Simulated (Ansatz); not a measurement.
Geometry relaxation, with input and output: Cu (part 2 of 2)

The same run, continued: Cu (P6₃/mmc, 4 atoms in the cell); DFT r2SCAN, scalar-relativistic, plane waves, PAW, no spin polarisation (Ansatz 0.2.0); cutoff 500 eV, 18×18×6 k-mesh, Gaussian smearing of 0.1 eV. The structure derives from a Materials Project entry.

Geometry of the input (Å; fractional positions):
```
2.5308  0.0000  0.0000
-1.2654  2.1917  0.0000
0.0000  0.0000  8.2618
Cu 0.0000  0.0000  0.0000
Cu 0.3333  0.6667  0.2500
Cu 0.0000  0.0000  0.5000
Cu 0.6667  0.3333  0.7500
```

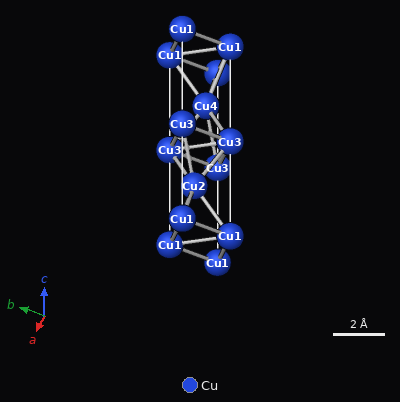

**Figure 1.** The geometry at step 2 of the log (ball-and-stick view of the cell of the calculation, seen at an oblique angle; atoms are numbered from 1 in the order of the input).

**The program's output, continued**
```
relax step   3: F+E_penalty+E_count = -26524.93276596 eV  Δ(F+E_penalty+E_count) = -2.036e-5 eV  max|allowed force component| = 1.619e-17 eV/Å  Δτ_max = 0.0000 Å  P = +0.006 GPa  Ω = 45.786 Å³  energy of the carried Pulay correction = +2.079e-5 eV  (7 SCF iters, dr2 threshold 2.65e-8 eV, accepted)
Initial wavefunctions: pseudopotential atomic-orbital guess (no wavefunctions were taken with the density)
iter 1 solved again at ethr=1.09e-9 eV; its pass at ethr=3.10e-3 eV (dr2=8.27e-7 eV) is discarded
SCF iter   1: F=—  HF=-26524.932743 eV  |F-HF|=—  |Δ(HF+E_count)|=         —  Δρ=4.52e-6  dr2=4.58e-9  dr2_τ=1.47e-9  ethr=1.09e-9  ⟨swp⟩=4.0  Hψ=43537  notcnv=0
preconditioner: auto → Kerker (q_TF=auto, 2.969 Å⁻¹)  [metal: Δε(μ)=0.022 eV  Ē_g=11.565 eV  σ=0.100 eV  W_gap=0.12  n_scr=24 (ndim 8)  ℏωp=36.4 eV  f_vac=0.000  D(μ)=1.39/eV (n_scr^D=6)]
SCF iter   2: F=—  HF=-26524.932743 eV  |F-HF|=—  |Δ(HF+E_count)|=   2.91e-7  Δρ=5.10e-6  dr2=6.31e-9  dr2_τ=1.29e-10  ethr=6.03e-12  ⟨swp⟩=2.0  Hψ=12455  notcnv=0
SCF iter   3: F=—  HF=-26524.932743 eV  |F-HF|=—  |Δ(HF+E_count)|=  7.82e-10  Δρ=1.54e-6  dr2=6.65e-10  dr2_τ=4.85e-11  ethr=6.03e-12  ⟨swp⟩=2.0  Hψ=9846  notcnv=0
SCF iter   4: F=—  HF=-26524.932743 eV  |F-HF|=—  |Δ(HF+E_count)|=  7.64e-10  Δρ=5.16e-7  dr2=9.20e-11  dr2_τ=2.49e-12  ethr=1.00e-12  ⟨swp⟩=2.0  Hψ=12170  notcnv=0
SCF iter   5: F=—  HF=-26524.932743 eV  |F-HF|=—  |Δ(HF+E_count)|=  9.09e-11  Δρ=8.77e-7  dr2=2.15e-10  dr2_τ=1.40e-12  ethr=1.00e-12  ⟨swp⟩=6.0  Hψ=31226  notcnv=0  recentre
SCF iter   6: F=-26524.932743 eV  HF=-26524.932743 eV  |F-HF|=1.46e-11  |Δ(HF+E_count)|=  4.00e-11  Δρ=3.29e-7  dr2=3.51e-11  dr2_τ=5.73e-13  ethr=1.00e-12  ⟨swp⟩=4.0  Hψ=32016  notcnv=0
SCF 4 converged in 6 iterations: F = -26524.932743 eV  dr2 = 3.51e-11
relax step   4: F+E_penalty+E_count = -26524.93274279 eV  Δ(F+E_penalty+E_count) = +2.316e-5 eV  max|allowed force component| = 9.830e-18 eV/Å  Δτ_max = 0.0000 Å  P = +0.005 GPa  Ω = 45.786 Å³  stress off target by 1.04e-2 GPa  SCF on the basis re-selected at this cell (its energy is not comparable with the rows above)  (6 SCF iters)
basis re-selected at this cell: Δ(F+E_penalty+E_count) = +2.316e-5 eV, ΔP = -0.001 GPa vs the last step (what re-selecting the basis moved, of the pressure what is left beyond the Pulay correction that the steps carried, after the strain that the cell walked since its last selection, with what the two solves' SCF thresholds leave and, on support functions, any second-order correction that the steps lacked; it is no measure of the basis error at this ecutwfc). This SCF's stress stands 1.04e-2 GPa from its target on what of the cell is left free (relax.cell.stress_tol is 5.00e-2 GPa) and its largest allowed force component is 9.83e-18 eV/Å (relax.f_tol is 5.00e-3 eV/Å): within both
SCF converged after 6 iterations
Free energy (F): -26524.932743 eV
Harris-Foulkes:  -26524.932743 eV  (|F-HF|=1.46e-11)
Internal energy: -26524.925775 eV  (E = F + TS)
E sigma→0 (E₀):  -26524.929259 eV
Entropy (-TS):   -0.006968 eV (-1.742 meV/atom)
Fermi energy:    17.194381 eV
--- Per-component energies (eV) ---
  E_band       = -1499.732207
  E_kinetic    = 1200.109461
  E_local      = -16013.260314  (includes V_loc(G=0)·N_el)
  E_nonlocal   = 1581.557506
  E_hartree    = 7079.955310
  E_xc         = -335.713895
  E_vxc        = -499.470116  (∫ρ·V_xc dr)
  E_paw        = -6712.531014  (= ΣΔE_a)
  E_vpaw       = -1964.543162  (= ΣTr[D̂ρ^β])
  E_aug_tail   = 0.000603  (compensation charges beyond the density's cutoff)
  E_vtau       = 35.963232  (kinetic-family band-sum trace: ∫τ·v_τ [+ j·A + Jᵃ·Aᵃ] dr)
  E_ewald      = -13323.839000
  E_core_change = -1.204432  (= ΣΔE_core)
  E_smearing   = -0.006968  (= −TS)
  E_closure    = 0.000000  (closes the sum)
  Σ components = -26524.932743   (vs F -26524.932743, Δ=0.00e0)
--- Forces (eV/Å), atoms counted from 1 ---
  atom   1  Cu    -0.00000000    -0.00000000    -0.00000000
  atom   2  Cu     0.00000000     0.00000000     0.00000000
  atom   3  Cu     0.00000000    -0.00000000     0.00000000
  atom   4  Cu    -0.00000000    -0.00000000     0.00000000
  max |Σ_I F_I| component: 6.94e-18 eV/Å
--- Stress (GPa, compression-positive) ---
        0.002249      -0.000000       0.000000
       -0.000000       0.002249       0.000000
        0.000000       0.000000       0.010372
  P = ⅓ Tr σ = 0.0050 GPa (0.050 kbar)
--- Band table (eV; the first three rows and the last of 148) ---
  k-point 0: bands = ["-99.2746", "-99.2703", "-99.2592", "-99.2550", "-55.1513", "-55.0939", "-55.0845", "-55.0465", "-55.0465", "-55.0415", "-55.0415", "-55.0293", "-55.0293", "-55.0267", "-55.0243", "-55.0243", "7.2619", "9.5164", "9.5227", "11.8128", "13.7488", "13.7532", "13.9948", "13.9948", "14.0097", "14.0097", "14.0286", "14.2022", "14.2022", "14.2360", "14.2360", "14.7316", "14.7316", "14.9989", "14.9989", "15.1684", "15.1684", "15.4766", "15.4766", "16.0564", "21.3626", "30.4414", "30.4433", "39.4770", "40.1861", "40.4555"]
  k-point 1: bands = ["-99.2743", "-99.2707", "-99.2588", "-99.2552", "-55.1492", "-55.1059", "-55.0724", "-55.0462", "-55.0462", "-55.0420", "-55.0420", "-55.0289", "-55.0289", "-55.0288", "-55.0246", "-55.0246", "7.3294", "8.8754", "10.2018", "11.7737", "13.7789", "13.8010", "14.0041", "14.0041", "14.0142", "14.0202", "14.0202", "14.1863", "14.1863", "14.2198", "14.2198", "14.7511", "14.7511", "14.9741", "14.9741", "15.2016", "15.2016", "15.4609", "15.4609", "15.7425", "21.8437", "28.3702", "32.6075", "39.5163", "40.0522", "40.5078"]
  k-point 2: bands = ["-99.2737", "-99.2716", "-99.2579", "-99.2558", "-55.1430", "-55.1205", "-55.0577", "-55.0455", "-55.0455", "-55.0431", "-55.0431", "-55.0350", "-55.0278", "-55.0278", "-55.0254", "-55.0254", "7.5307", "8.3145", "10.8425", "11.6346", "13.8415", "13.9732", "13.9992", "14.0294", "14.0294", "14.0464", "14.0464", "14.1516", "14.1516", "14.1796", "14.1796", "14.8002", "14.8002", "14.9224", "14.9224", "15.0714", "15.2722", "15.2722", "15.4163", "15.4163", "23.0372", "26.4154", "34.8417", "39.2268", "39.6311", "40.1400"]
  k-point 147: bands = ["-99.2582", "-99.2582", "-99.2471", "-99.2471", "-55.1249", "-55.1249", "-55.1143", "-55.1143", "-55.1080", "-55.1080", "-55.0921", "-55.0921", "-55.0625", "-55.0625", "-55.0579", "-55.0579", "12.8821", "12.8821", "12.9799", "12.9799", "13.0411", "13.0411", "13.1592", "13.1592", "13.7751", "13.7751", "13.7898", "13.7898", "14.5878", "14.5878", "14.9074", "14.9074", "15.3812", "15.3812", "15.4780", "15.4780", "20.7651", "20.7651", "21.1504", "21.1504", "21.6471", "21.6471", "24.8584", "24.8584", "26.2327", "26.2327"]
--- Relaxed structure (3 steps of the walk, 3 accepted, 1 SCFs on fresh bases) ---
  F+E_penalty+E_count = -26524.93274279 eV   max|allowed force component| = 9.830e-18 eV/Å   (the final SCF, on the basis selected at the relaxed cell)
  cell:  # Å, volume = 45.7859 Å³
    - [2.529339507428618, 2.885119381861925e-11, 0.0]
    - [-1.2646697537392948, 2.1904722682143762, 0.0]
    - [0.0, 0.0, 8.263939853962395]
  atoms:
    - { symbol: Cu, position: [-5.337231004341214e-35, -1.3501405735555038e-35, 9.105945572994642e-38] }
    - { symbol: Cu, position: [0.3333333333333333, 0.6666666666666666, 0.24999999999999997] }
    - { symbol: Cu, position: [-5.183396631238329e-35, -1.7162803901340178e-35, 0.49999999999999994] }
    - { symbol: Cu, position: [0.6666666666666666, 0.3333333333333333, 0.75] }
```

**Trajectory as extended XYZ (Å, eV, eV/Å), 4 frames, from step=1 to step=4**
```
4
Lattice="2.5308 0.0000 0.0000 -1.2654 2.1917 0.0000 0.0000 0.0000 8.2618" Properties=species:S:1:pos:R:3:forces:R:3 step=1 energy=-26524.93272 pressure_GPa=-0.14
Cu    0.0000    0.0000    0.0000    0.0000   0.0000   0.0000
Cu    0.0000    1.4611    2.0655    0.0000   0.0000   0.0000
Cu    0.0000    0.0000    4.1309    0.0000   0.0000   0.0000
Cu    1.2654    0.7306    6.1964    0.0000   0.0000   0.0000
4
Lattice="2.5302 0.0000 0.0000 -1.2651 2.1912 0.0000 0.0000 0.0000 8.2622" Properties=species:S:1:pos:R:3:forces:R:3 step=2 energy=-26524.93275 pressure_GPa=-0.07
Cu    0.0000    0.0000    0.0000    0.0000   0.0000   0.0000
Cu    0.0000    1.4608    2.0656    0.0000   0.0000   0.0000
Cu    0.0000    0.0000    4.1311    0.0000   0.0000   0.0000
Cu    1.2651    0.7304    6.1967    0.0000   0.0000   0.0000
4
Lattice="2.5293 0.0000 0.0000 -1.2647 2.1905 0.0000 0.0000 0.0000 8.2639" Properties=species:S:1:pos:R:3:forces:R:3 step=3 energy=-26524.93277 pressure_GPa=0.01
Cu    0.0000    0.0000    0.0000    0.0000   0.0000   0.0000
Cu    0.0000    1.4603    2.0660    0.0000   0.0000   0.0000
Cu    0.0000    0.0000    4.1320    0.0000   0.0000   0.0000
Cu    1.2647    0.7302    6.1980    0.0000   0.0000   0.0000
4
Lattice="2.5293 0.0000 0.0000 -1.2647 2.1905 0.0000 0.0000 0.0000 8.2639" Properties=species:S:1:pos:R:3:forces:R:3 step=4 energy=-26524.93274 pressure_GPa=0.00
Cu    0.0000    0.0000    0.0000    0.0000   0.0000   0.0000
Cu    0.0000    1.4603    2.0660    0.0000   0.0000   0.0000
Cu    0.0000    0.0000    4.1320    0.0000   0.0000   0.0000
Cu    1.2647    0.7302    6.1980    0.0000   0.0000   0.0000
```

**Summary**

```csv
quantity,value
outcome,converged
space group (tolerance 0.01 Å),P6₃/mmc (194)
electrons treated,76
free energy,−26524.9327 eV
Fermi energy,17.194 eV
gap on the k-point mesh,none (metallic)
pressure,0.00 GPa
final volume,45.79 Å³
largest force (length of the vector) at the end,under 0.001 eV/Å
final cell,"a = 2.529 Å, b = 2.529 Å, c = 8.264 Å, α = 90.00°, β = 90.00°, γ = 120.00°"
hardware,"1 thread of Intel Xeon @ 2.50GHz (Skylake/Cascade Lake), 189 GiB of memory available, shared host"
wall time,3.9 min
peak memory,0.68 GiB
```
